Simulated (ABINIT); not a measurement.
Geometry relaxation of Au (part 2 of 3)

Au (2 atoms in the cell); Kohn-Sham DFT of a periodic cell, AM05, JTH PAW PBE v2.0, no spin polarisation (ABINIT 10.8.3); cutoff 653.07 eV, 11×11×6 k-mesh, fermi-dirac of 0.05 eV. The structure derives from an entry of the Crystallography Open Database.

Geometry of the input (Å; fractional positions):
```
2.9000  0.0000  0.0000
-1.4500  2.5115  0.0000
0.0000  0.0000  4.8800
Au 0.6667  0.3333  0.2500
Au 0.3333  0.6667  0.7500
```

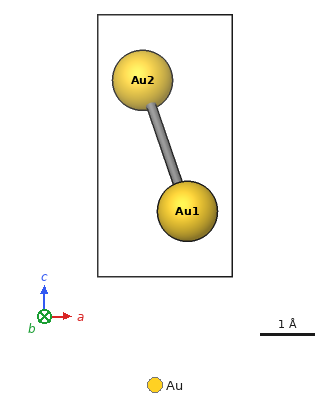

*The starting structure (ball-and-stick view of the cell of the calculation, along the b axis; atoms are numbered from 1 in the order of the input). An atom can appear more than once, as a periodic image.*

### What the program printed, continued
```
 Cartesian components of stress tensor (hartree/bohr^3)
  sigma(1 1)=  1.17098299E-04  sigma(3 2)=  0.00000000E+00
  sigma(2 2)=  1.17098298E-04  sigma(3 1)=  0.00000000E+00
  sigma(3 3)=  1.47015380E-04  sigma(2 1)=  0.00000000E+00

--- !ResultsGS
iteration_state: {dtset: 1, itime: 2, icycle: 1, }
comment   : Summary of ground state results
lattice_vectors:
- [  5.4448638,   0.0000000,   0.0000000, ]
- [ -2.7224319,   4.7153904,   0.0000000, ]
- [  0.0000000,   0.0000000,   9.1565513, ]
lattice_lengths: [   5.44486,    5.44486,    9.15655, ]
lattice_angles: [ 90.000,  90.000, 120.000, ] # degrees, (23, 13, 12)
lattice_volume:   2.3509133E+02
convergence: {deltae: -3.166E-11, res2:  9.760E-10, residm:  1.335E-06, diffor: null, }
etotal    :  -6.83970960E+01
entropy   :   0.00000000E+00
fermie    :   2.64670127E-01
cartesian_stress_tensor: # hartree/bohr^3
- [  1.17098299E-04,   0.00000000E+00,   0.00000000E+00, ]
- [  0.00000000E+00,   1.17098298E-04,   0.00000000E+00, ]
- [  0.00000000E+00,   0.00000000E+00,   1.47015380E-04, ]
pressure_GPa:  -3.7385E+00
xred      :
- [  6.6667E-01,   3.3333E-01,   2.5000E-01, Au]
- [  3.3333E-01,   6.6667E-01,   7.5000E-01, Au]
cartesian_forces: # hartree/bohr
- [ -6.18161749E-29,  -9.27929216E-29,  -0.00000000E+00, ]
- [  6.18161749E-29,   9.27929216E-29,  -0.00000000E+00, ]
force_length_stats: {min:   1.11497829E-28, max:   1.11497829E-28, mean:   1.11497829E-28, }
...

 Integrated electronic density in atomic spheres:
 ------------------------------------------------
 Atom  Sphere_radius  Integrated_density
    1        2.50870          9.45923805
    2        2.50870          9.45923805

---OUTPUT-----------------------------------------------------------------------

 Cartesian coordinates (xcart) [bohr]
  2.72243189964729E+00  1.57179679014003E+00  2.28913783120388E+00
  3.48971482255370E-17  3.14359358028007E+00  6.86741349361164E+00
 Reduced coordinates (xred)
  6.66666666666666E-01  3.33333333333333E-01  2.50000000000000E-01
  3.33333333333333E-01  6.66666666666666E-01  7.50000000000000E-01
 Cartesian forces (fcart) [Ha/bohr]; max,rms= 9.27929E-29 6.43733E-29 (free atoms)
 -6.18161748945684E-29 -9.27929215590279E-29 -0.00000000000000E+00
  6.18161748945684E-29  9.27929215590279E-29 -0.00000000000000E+00
 Gradient of E wrt nuclear positions in reduced coordinates (gred)
  3.36580652894298E-28  2.69264522315439E-28  0.00000000000000E+00
 -3.36580652894298E-28 -2.69264522315439E-28 -0.00000000000000E+00
 Scale of Primitive Cell (acell) [bohr]
  5.44486379929459E+00  5.44486379936797E+00  9.15655132481552E+00
 Real space primitive translations (rprimd) [bohr]
  5.44486379929459E+00  0.00000000000000E+00  0.00000000000000E+00
 -2.72243189964730E+00  4.71539037042010E+00  0.00000000000000E+00
  0.00000000000000E+00  0.00000000000000E+00  9.15655132481552E+00
 Unitary Cell Volume (ucvol) [Bohr^3]=  2.35091326722332E+02
 Angles (23,13,12)= [degrees]
  9.00000000000000E+01  9.00000000000000E+01  1.19999999999554E+02
 Lengths [Bohr]
  5.44486379929459E+00  5.44486379936797E+00  9.15655132481552E+00
 Stress tensor in cartesian coordinates (strten) [Ha/bohr^3]
  1.17098298519351E-04  0.00000000000000E+00  0.00000000000000E+00
  0.00000000000000E+00  1.17098297508018E-04  0.00000000000000E+00
  0.00000000000000E+00  0.00000000000000E+00  1.47015380144472E-04
 Total energy (etotal) [Ha]= -6.83970960212341E+01

 Difference of energy with previous step (new-old):
           Absolute (Ha)=-8.39001E-04
           Relative     =-1.22667E-05

--- Iteration: ( 3/60) Internal Cycle: (1/1)
--------------------------------------------------------------------------------

---SELF-CONSISTENT-FIELD CONVERGENCE--------------------------------------------

--- !BeginCycle
iteration_state: {dtset: 1, itime: 3, icycle: 1, }
solver: {iscf: 17, nstep: 100, nline: 4, wfoptalg: 10, }
tolerances: {tolvrs: 1.00E-09, }
...

     iter   Etot(hartree)      deltaE(h)  residm     nres2
 ETOT  1  -68.396851596076    -6.840E+01 1.193E+00 1.024E+00
 ETOT  2  -68.397644618775    -7.930E-04 1.056E-02 6.130E-02
 ETOT  3  -68.397446552645     1.981E-04 2.098E-04 1.030E-02
 ETOT  4  -68.397471446850    -2.489E-05 4.465E-05 5.307E-03
 ETOT  5  -68.397469978019     1.469E-06 8.674E-06 3.572E-04
 ETOT  6  -68.397470555222    -5.772E-07 4.040E-06 7.267E-05
 ETOT  7  -68.397470905209    -3.500E-07 2.035E-06 1.448E-05
 ETOT  8  -68.397470893500     1.171E-08 7.598E-07 2.469E-07
 ETOT  9  -68.397470909594    -1.609E-08 8.990E-07 1.408E-06
 ETOT 10  -68.397470908139     1.455E-09 2.199E-07 5.962E-08
 ETOT 11  -68.397470908778    -6.386E-10 4.859E-07 7.983E-10

 At SCF step   11       nres2   =  7.98E-10 < tolvrs=  1.00E-09 =>converged.

 Cartesian components of stress tensor (hartree/bohr^3)
  sigma(1 1)= -2.37264013E-05  sigma(3 2)=  0.00000000E+00
  sigma(2 2)= -2.37264023E-05  sigma(3 1)=  0.00000000E+00
  sigma(3 3)=  7.57478391E-06  sigma(2 1)=  0.00000000E+00

--- !ResultsGS
iteration_state: {dtset: 1, itime: 3, icycle: 1, }
comment   : Summary of ground state results
lattice_vectors:
- [  5.4040931,   0.0000000,   0.0000000, ]
- [ -2.7020465,   4.6800819,   0.0000000, ]
- [  0.0000000,   0.0000000,   9.0552786, ]
lattice_lengths: [   5.40409,    5.40409,    9.05528, ]
lattice_angles: [ 90.000,  90.000, 120.000, ] # degrees, (23, 13, 12)
lattice_volume:   2.2902247E+02
convergence: {deltae: -6.386E-10, res2:  7.983E-10, residm:  4.859E-07, diffor: null, }
etotal    :  -6.83974709E+01
entropy   :   0.00000000E+00
fermie    :   2.78879166E-01
cartesian_stress_tensor: # hartree/bohr^3
- [ -2.37264013E-05,   0.00000000E+00,   0.00000000E+00, ]
- [  0.00000000E+00,  -2.37264023E-05,   0.00000000E+00, ]
- [  0.00000000E+00,   0.00000000E+00,   7.57478391E-06, ]
pressure_GPa:   3.9108E-01
xred      :
- [  6.6667E-01,   3.3333E-01,   2.5000E-01, Au]
- [  3.3333E-01,   6.6667E-01,   7.5000E-01, Au]
cartesian_forces: # hartree/bohr
- [ -7.47390501E-29,   7.19176845E-29,  -0.00000000E+00, ]
- [  7.47390501E-29,  -7.19176845E-29,  -0.00000000E+00, ]
force_length_stats: {min:   1.03721160E-28, max:   1.03721160E-28, mean:   1.03721160E-28, }
...

 Integrated electronic density in atomic spheres:
 ------------------------------------------------
 Atom  Sphere_radius  Integrated_density
    1        2.50870          9.49077484
    2        2.50870          9.49077484

---OUTPUT-----------------------------------------------------------------------

 Cartesian coordinates (xcart) [bohr]
  2.70204653923153E+00  1.56002729681625E+00  2.26381964970697E+00
 -3.38368508997380E-17  3.12005459363250E+00  6.79145894912092E+00
 Reduced coordinates (xred)
  6.66666666666666E-01  3.33333333333333E-01  2.50000000000000E-01
  3.33333333333333E-01  6.66666666666666E-01  7.50000000000000E-01
 Cartesian forces (fcart) [Ha/bohr]; max,rms= 7.47391E-29 5.98834E-29 (free atoms)
 -7.47390501253223E-29  7.19176845134274E-29 -0.00000000000000E+00
  7.47390501253223E-29 -7.19176845134274E-29 -0.00000000000000E+00
 Gradient of E wrt nuclear positions in reduced coordinates (gred)
  4.03896783473158E-28 -5.38529044630877E-28 -0.00000000000000E+00
 -4.03896783473158E-28  5.38529044630877E-28 -0.00000000000000E+00
 Scale of Primitive Cell (acell) [bohr]
  5.40409307846306E+00  5.40409307853589E+00  9.05527859882789E+00
 Real space primitive translations (rprimd) [bohr]
  5.40409307846306E+00  0.00000000000000E+00  0.00000000000000E+00
 -2.70204653923153E+00  4.68008189044876E+00  0.00000000000000E+00
  0.00000000000000E+00  0.00000000000000E+00  9.05527859882789E+00
 Unitary Cell Volume (ucvol) [Bohr^3]=  2.29022467465225E+02
 Angles (23,13,12)= [degrees]
  9.00000000000000E+01  9.00000000000000E+01  1.19999999999554E+02
 Lengths [Bohr]
  5.40409307846306E+00  5.40409307853589E+00  9.05527859882789E+00
 Stress tensor in cartesian coordinates (strten) [Ha/bohr^3]
 -2.37264012573381E-05  0.00000000000000E+00  0.00000000000000E+00
  0.00000000000000E+00 -2.37264023177156E-05  0.00000000000000E+00
  0.00000000000000E+00  0.00000000000000E+00  7.57478391469335E-06
 Total energy (etotal) [Ha]= -6.83974709087776E+01

 Difference of energy with previous step (new-old):
           Absolute (Ha)=-3.74888E-04
           Relative     =-5.48103E-06

--- Iteration: ( 4/60) Internal Cycle: (1/1)
--------------------------------------------------------------------------------

---SELF-CONSISTENT-FIELD CONVERGENCE--------------------------------------------

--- !BeginCycle
iteration_state: {dtset: 1, itime: 4, icycle: 1, }
solver: {iscf: 17, nstep: 100, nline: 4, wfoptalg: 10, }
tolerances: {tolvrs: 1.00E-09, }
...

     iter   Etot(hartree)      deltaE(h)  residm     nres2
 ETOT  1  -68.397489153585    -6.840E+01 4.428E-06 9.318E-03
 ETOT  2  -68.397483499604     5.654E-06 1.794E-06 7.917E-04
 ETOT  3  -68.397481043588     2.456E-06 1.024E-06 8.975E-05
 ETOT  4  -68.397481200026    -1.564E-07 1.183E-06 3.778E-05
 ETOT  5  -68.397481180987     1.904E-08 5.762E-07 2.687E-06
 ETOT  6  -68.397481189381    -8.394E-09 9.817E-07 1.034E-07
 ETOT  7  -68.397481192229    -2.848E-09 5.318E-07 6.618E-09
 ETOT  8  -68.397481192408    -1.792E-10 9.071E-07 3.236E-09
 ETOT  9  -68.397481192415    -6.679E-12 5.029E-07 7.264E-10

 At SCF step    9       nres2   =  7.26E-10 < tolvrs=  1.00E-09 =>converged.

 Cartesian components of stress tensor (hartree/bohr^3)
  sigma(1 1)= -9.64039310E-06  sigma(3 2)=  0.00000000E+00
  sigma(2 2)= -9.64039416E-06  sigma(3 1)=  0.00000000E+00
  sigma(3 3)=  1.41093465E-05  sigma(2 1)=  0.00000000E+00

--- !ResultsGS
iteration_state: {dtset: 1, itime: 4, icycle: 1, }
comment   : Summary of ground state results
lattice_vectors:
- [  5.4105183,   0.0000000,   0.0000000, ]
- [ -2.7052591,   4.6856463,   0.0000000, ]
- [  0.0000000,   0.0000000,   9.0509265, ]
lattice_lengths: [   5.41052,    5.41052,    9.05093, ]
lattice_angles: [ 90.000,  90.000, 120.000, ] # degrees, (23, 13, 12)
lattice_volume:   2.2945705E+02
convergence: {deltae: -6.679E-12, res2:  7.264E-10, residm:  5.029E-07, diffor: null, }
etotal    :  -6.83974812E+01
entropy   :   0.00000000E+00
fermie    :   2.77959551E-01
cartesian_stress_tensor: # hartree/bohr^3
- [ -9.64039310E-06,   0.00000000E+00,   0.00000000E+00, ]
- [  0.00000000E+00,  -9.64039416E-06,   0.00000000E+00, ]
- [  0.00000000E+00,   0.00000000E+00,   1.41093465E-05, ]
pressure_GPa:   5.0716E-02
xred      :
- [  6.6667E-01,   3.3333E-01,   2.5000E-01, Au]
- [  3.3333E-01,   6.6667E-01,   7.5000E-01, Au]
cartesian_forces: # hartree/bohr
- [ -2.48834317E-29,  -1.43664560E-29,  -0.00000000E+00, ]
- [  2.48834317E-29,   1.43664560E-29,  -0.00000000E+00, ]
force_length_stats: {min:   2.87329119E-29, max:   2.87329119E-29, mean:   2.87329119E-29, }
...

 Integrated electronic density in atomic spheres:
 ------------------------------------------------
 Atom  Sphere_radius  Integrated_density
    1        2.50870          9.49041031
    2        2.50870          9.49041031

---OUTPUT-----------------------------------------------------------------------

 Cartesian coordinates (xcart) [bohr]
  2.70525912631286E+00  1.56188208483249E+00  2.26273163483072E+00
 -1.08683946442220E-16  3.12376416966497E+00  6.78819490449217E+00
 Reduced coordinates (xred)
  6.66666666666666E-01  3.33333333333333E-01  2.50000000000000E-01
  3.33333333333333E-01  6.66666666666666E-01  7.50000000000000E-01
 Cartesian forces (fcart) [Ha/bohr]; max,rms= 2.48834E-29 1.65890E-29 (free atoms)
 -2.48834316550697E-29 -1.43664559641580E-29 -0.00000000000000E+00
  2.48834316550697E-29  1.43664559641580E-29 -0.00000000000000E+00
 Gradient of E wrt nuclear positions in reduced coordinates (gred)
  1.34632261157719E-28 -6.74108329459724E-45  0.00000000000000E+00
 -1.34632261157719E-28  6.74108329459724E-45 -0.00000000000000E+00
 Scale of Primitive Cell (acell) [bohr]
  5.41051825262572E+00  5.41051825269864E+00  9.05092653932289E+00
 Real space primitive translations (rprimd) [bohr]
  5.41051825262572E+00  0.00000000000000E+00  0.00000000000000E+00
 -2.70525912631286E+00  4.68564625449746E+00  0.00000000000000E+00
  0.00000000000000E+00  0.00000000000000E+00  9.05092653932289E+00
 Unitary Cell Volume (ucvol) [Bohr^3]=  2.29457049413077E+02
 Angles (23,13,12)= [degrees]
  9.00000000000000E+01  9.00000000000000E+01  1.19999999999554E+02
 Lengths [Bohr]
  5.41051825262572E+00  5.41051825269864E+00  9.05092653932289E+00
 Stress tensor in cartesian coordinates (strten) [Ha/bohr^3]
 -9.64039310218795E-06  0.00000000000000E+00  0.00000000000000E+00
  0.00000000000000E+00 -9.64039415904741E-06  0.00000000000000E+00
  0.00000000000000E+00  0.00000000000000E+00  1.41093464971209E-05
 Total energy (etotal) [Ha]= -6.83974811924146E+01

 Difference of energy with previous step (new-old):
           Absolute (Ha)=-1.02836E-05
           Relative     =-1.50351E-07

--- Iteration: ( 5/60) Internal Cycle: (1/1)
--------------------------------------------------------------------------------

---SELF-CONSISTENT-FIELD CONVERGENCE--------------------------------------------

--- !BeginCycle
iteration_state: {dtset: 1, itime: 5, icycle: 1, }
solver: {iscf: 17, nstep: 100, nline: 4, wfoptalg: 10, }
tolerances: {tolvrs: 1.00E-09, }
...

     iter   Etot(hartree)      deltaE(h)  residm     nres2
 ETOT  1  -68.397551263653    -6.840E+01 8.795E-04 2.235E-02
 ETOT  2  -68.397496882332     5.438E-05 5.673E-06 2.147E-03
 ETOT  3  -68.397490378210     6.504E-06 2.844E-06 6.545E-05
 ETOT  4  -68.397490470842    -9.263E-08 3.829E-06 2.002E-05
 ETOT  5  -68.397490495284    -2.444E-08 1.718E-06 1.876E-06
 ETOT  6  -68.397490502622    -7.339E-09 3.320E-06 1.823E-07
 ETOT  7  -68.397490503992    -1.370E-09 1.532E-06 1.489E-08
 ETOT  8  -68.397490504067    -7.483E-11 2.879E-06 2.578E-09
 ETOT  9  -68.397490504084    -1.720E-11 1.354E-06 5.871E-10

 At SCF step    9       nres2   =  5.87E-10 < tolvrs=  1.00E-09 =>converged.

 Cartesian components of stress tensor (hartree/bohr^3)
  sigma(1 1)=  1.62710198E-06  sigma(3 2)=  0.00000000E+00
  sigma(2 2)=  1.62710093E-06  sigma(3 1)=  0.00000000E+00
  sigma(3 3)=  9.27122734E-06  sigma(2 1)=  0.00000000E+00
```
